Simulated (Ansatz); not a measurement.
# Band gap of KSrBiWO6 (F-43m) from density functionals to GW, part 3 of 3

Wanted: a ladder of band gaps for KSrBiWO6 (F-43m), from density functionals to G0W0.

Ansatz 0.2.0; density functionals, hybrids and G0W0, plane waves, PAW. Known limits of the many-body steps: finite bands, screening cutoff and k mesh; no spin-orbit coupling in G0W0.

So far. Step 11 (G0W0@HSE06, 4×4×4 mesh, 855 empty bands, screening to …): Over all 8 irreducible mesh points the G0W0 gap is 3.371 eV, direct, at k = (0.000, 0.000, -0.500). The HSE06 gap of this run on the mesh is 2.964 eV. The two states that bound the G0W0 gap lie that far apart at the start, so the correction of the gap is 3.371 − 2.964 = +0.407 eV. G0W0@HSE06 against G0W0@PBE with 897 bands: 3.371 − 2.935 = +0.436 eV, with the same mesh, files and cutoffs, and both edges at the same k points.

In doubt: masses and optical values from hybrid runs of this build are listed as unsure (step 11), which bears on the screening that GW takes from such a start.

## 13. Gap and time by level

Each gap is the least one over the points named; times are wall times on shared hosts, not benchmarks. A G0W0 time includes the run's own self-consistent start. Runs with listed points see these and the mesh alone, so an edge that moves elsewhere is missed. Rows marked * are further runs, not shown as steps, whose inputs differ from the G0W0 step on the same start in the columns given; solver thresholds can differ too. Symmetry makes (0.000, 0.000, 0.500) and (0.000, 0.000, -0.500) one point.

```tsv
level	mesh	files, cutoff	bands summed, screening	points	gap (eV)	valence top	conduction bottom	least direct gap (eV)	time
LDA	6×6×6	soft_1 PAW, 420 eV	-	mesh and listed points	1.903	(0.000, 0.000, 0.500)	(0.000, 0.000, 0.500)	1.903	5.9 s
PBEsol	6×6×6	soft_1 PAW, 420 eV	-	mesh and listed points	1.919	(0.000, 0.000, 0.500)	(0.000, 0.000, 0.500)	1.919	7.7 s
PBE	6×6×6	soft_1 PAW, 420 eV	-	mesh and path	1.987	(0.000, 0.000, 0.500)	(0.000, 0.000, 0.500)	1.987	16 s
PBE+SOC	6×6×6	soft_1 PAW, 420 eV	-	mesh and listed points	1.575	(0.000, 0.000, 0.500)	(0.000, 0.000, 0.500)	1.575	13 s
r2SCAN	6×6×6	soft_1 PAW, 500 eV	-	mesh and listed points	2.244	(0.000, 0.000, 0.500)	(0.000, 0.000, 0.500)	2.244	12 s
HSE06	4×4×4	soft_1 PAW, 420 eV	-	mesh and listed points	2.964	(0.000, 0.000, 0.500)	(0.000, 0.000, 0.500)	2.964	39 s
PBE0	4×4×4	soft_1 PAW, 420 eV	-	mesh and listed points	3.670	(0.000, 0.000, 0.500)	(0.000, 0.000, 0.500)	3.670	40 s
DDH-PBE0	4×4×4	soft_1 PAW, 420 eV	-	mesh and listed points	3.167	(0.000, 0.000, 0.500)	(0.000, 0.000, 0.500)	3.167	75 s
G0W0@PBE*	4×4×4	soft_1 PAW, 420 eV	182, 54 eV	all 8 irreducible mesh points	2.743	(0.000, 0.000, -0.500)	(0.000, 0.000, -0.500)	2.743	12 s
G0W0@PBE*	4×4×4	soft_1 PAW, 420 eV	439, 108 eV	all 8 irreducible mesh points	2.787	(0.000, 0.000, -0.500)	(0.000, 0.000, -0.500)	2.787	24 s
G0W0@PBE	4×4×4	soft_1 PAW, 420 eV	897, 180 eV	all 8 irreducible mesh points	2.935	(0.000, 0.000, -0.500)	(0.000, 0.000, -0.500)	2.935	47 s
G0W0@PBE*	2×2×2	soft_1 PAW, 420 eV	439, 108 eV	all 3 irreducible mesh points	2.666	(0.000, 0.000, -0.500)	(0.000, 0.000, -0.500)	2.666	7.5 s
G0W0@HSE06	4×4×4	soft_1 PAW, 420 eV	897, 180 eV	all 8 irreducible mesh points	3.371	(0.000, 0.000, -0.500)	(0.000, 0.000, -0.500)	3.371	2 min
G0W0@r2SCAN	4×4×4	soft_1 PAW, 500 eV	897, 180 eV	all 8 irreducible mesh points	3.112	(0.000, 0.000, -0.500)	(0.000, 0.000, -0.500)	3.112	44 s
```

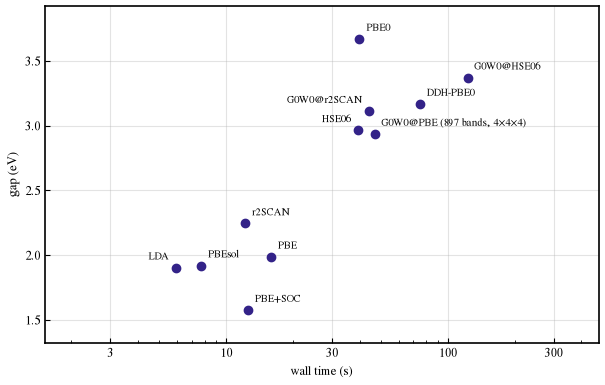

Gap against wall time for the runs shown as steps.

## 14. Summary of results

| Item | Value |
| --- | --- |
| LDA, over mesh and listed points | 1.903 eV |
| PBEsol, over mesh and listed points | 1.919 eV |
| PBE, over mesh and path | 1.987 eV |
| PBE+SOC, over mesh and listed points | 1.575 eV |
| r2SCAN, over mesh and listed points | 2.244 eV |
| HSE06, over mesh and listed points | 2.964 eV |
| PBE0, over mesh and listed points | 3.670 eV |
| DDH-PBE0, over mesh and listed points | 3.167 eV |
| G0W0@PBE (897 bands, 4×4×4), over all 8 irreducible mesh points | 2.935 eV |
| G0W0@HSE06, over all 8 irreducible mesh points | 3.371 eV |
| G0W0@r2SCAN, over all 8 irreducible mesh points | 3.112 eV |
| known limits | finite bands, screening cutoff and k mesh; no spin-orbit coupling in G0W0 |

The rows run from 1.575 eV (PBE+SOC) to 3.670 eV (PBE0). They differ in mesh, plane-wave cutoff, bands and screening cutoff of G0W0 and the points over which the gap was sought as well as in level, so only pairs that share these are like for like. PBEsol against LDA: 1.919 − 1.903 = +0.016 eV, with the same mesh, files and cutoff, and both edges at the same k points. PBE against PBEsol: 1.987 − 1.919 = +0.068 eV, with the same mesh, files and cutoff, and both edges at the same k points. PBE+SOC against PBE: 1.575 − 1.987 = −0.412 eV, with the same mesh, set of files (read in its fully relativistic form for the spin-orbit run) and cutoff, and both edges at the same k points. The spin-orbit run sees mesh and listed points alone, so its gap is an upper bound: the coupling can move an edge off these points, the more so as this crystal has no centre of inversion, and the change over the zone, its sign included where it is small, is not known. PBE0 against HSE06: 3.670 − 2.964 = +0.706 eV, with the same mesh, files and cutoff, and both edges at the same k points. DDH-PBE0 against PBE0: 3.167 − 3.670 = −0.503 eV, with the same mesh, files and cutoff, and both edges at the same k points. G0W0@HSE06 against G0W0@PBE with 897 bands: 3.371 − 2.935 = +0.436 eV, with the same mesh, files and cutoffs, and both edges at the same k points. The dielectric-dependent hybrid took 0.178 of exact exchange, against 0.25 in PBE0. G0W0@PBE (897 bands, 4×4×4) moves the gap of its own start on the mesh by 2.935 − 1.987 = +0.948 eV, between the same two levels. Both edges that PBE shows over mesh and path lie at k points where levels were corrected. Levels at other points were not corrected, so a lower G0W0 gap elsewhere in the zone is not ruled out. G0W0@HSE06 moves the gap of its own start on the mesh by 3.371 − 2.964 = +0.407 eV, between the same two levels. Both edges that HSE06 shows over mesh and listed points lie at k points where levels were corrected. Levels at other points were not corrected, so a lower G0W0 gap elsewhere in the zone is not ruled out. G0W0@r2SCAN moves the gap of its own start on the mesh by 3.112 − 2.244 = +0.868 eV, between the same two levels. Both edges that r2SCAN shows over mesh and listed points lie at k points where levels were corrected. Levels at other points were not corrected, so a lower G0W0 gap elsewhere in the zone is not ruled out. What spin-orbit coupling does to the G0W0 levels was not computed, so no sum with the G0W0 gap is formed. For G0W0@PBE: from 182 bands and 54 eV to 897 bands and 180 eV the gap moves by 2.935 − 2.743 = +0.192 eV (rung by rung 2.743, 2.787, 2.935 eV); bands and screening cutoff rise together, so their parts are not told apart. A line in one over the bands through the two highest rungs gives 2.935 + (2.935 − 2.787) × 439 / (897 − 439) = 3.077 eV, and through the pair below 2.787 + (2.787 − 2.743) × 182 / (439 − 182) = 2.818 eV. The two differ by 0.259 eV, not under the 0.030 eV asked, so the law does not hold well over these rungs and the limit is not known. The other G0W0 rows are shown at one basis each (897 bands), so their distance from the limit is not known here. With the 2×2×2 mesh in place of the 4×4×4 mesh and all else as in the G0W0@PBE row with 439 bands, the gap differs by 2.666 − 2.787 = −0.121 eV, and that of the start by 1.952 − 1.987 = −0.035 eV. The G0W0 runs are scalar-relativistic. G0W0@PBE runs of this series with other atomic data on the same mesh, not shown as steps, give 2.955 eV (hard PAW, 930 eV, 1320 bands, screening to 234 eV); where bands and cutoffs differ too, the part of the files is not isolated.

[Paths, hosts, dates, memory and timing lines, banners, echoed tables and standing remarks are left out of the program output.]

[Logs are printed without paths, hosts, clocks, repeated set-up lines and the standing remarks that a program may print on its own settings, such as how far it seeks lower states.]

[Runs of the session that timed out or met a known fault of the program may be left out.]

[Cells called generated may have been cut or substituted from an entry of the Crystallography Open Database or the Materials Project.]

[Hosts, paths, dates, database ids (printed as entryN), source tags and the programs' standing remarks are cut or masked in the printed files.]

[Where an RPA ε∞ is given, it is that of the G0W0 mesh and is not shown converged in it. Names of k-points follow the symmetry that the program found, which can be lower than the space group named. Band edges on a path are those of the sampled points; other points can move an edge, and change direct to indirect where valleys lie close.]

[Hybrid gaps are those of their k-mesh and are not shown converged in it.]
